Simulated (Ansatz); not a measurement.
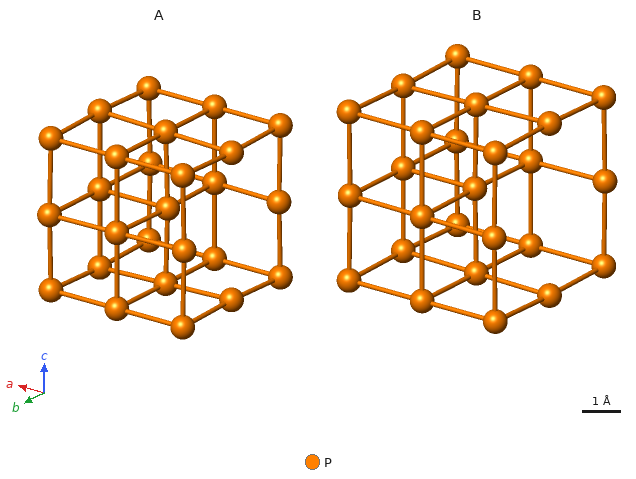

Two geometries of a crystal of P (a generated structure, set up in Fm-3m) (coarse preliminary run), drawn at one scale. One is the start of a relaxation, the other its converged end. Style: ball-and-stick. Shown: the atoms within 4.2 Å of the atom that moves most (axes of the conventional cell (4 times the calculation's cell)), from a free direction. Lengths and directions refer to the drawn axes.

All numbers below come from Ansatz 0.2.0, DFT PBE, scalar-relativistic, plane waves, PAW. (plane-wave cutoff 420 eV; k-point mesh 4 × 4 × 4; occupations gaussian; smearing width 0.1 eV; no spin polarisation; cell and atoms relaxed; force threshold 0.04 eV/Å; at most 70 steps)

**Which of the two is the end point?**

Structure B is the relaxed one. The largest moves relative to the cell, 0.13 Å, are those of P atoms. The volume changes by +36.9 %, with a = b = c 8.777 → 9.746 Å (+11.0 %). Some distances before and after: P–P 2.194 → 2.437 Å, P–P 2.260 → 2.385 Å. Bond angles that change, for instance: P–P–P 88.3° → 91.2°. The space group stays Fm-3m (No. 225). Over 5 accepted moves (7 points after the start) the energy falls by 592 meV per atom. Largest force component: 0.26 eV/Å at the start, 0.00078 eV/Å at the end. The pressure goes from 60.22 to 0.06 GPa. The SCF was repeated twice at an unchanged geometry on a basis and grid sized afresh for the cell, which shifted the energy by 8.3 meV per atom at most.
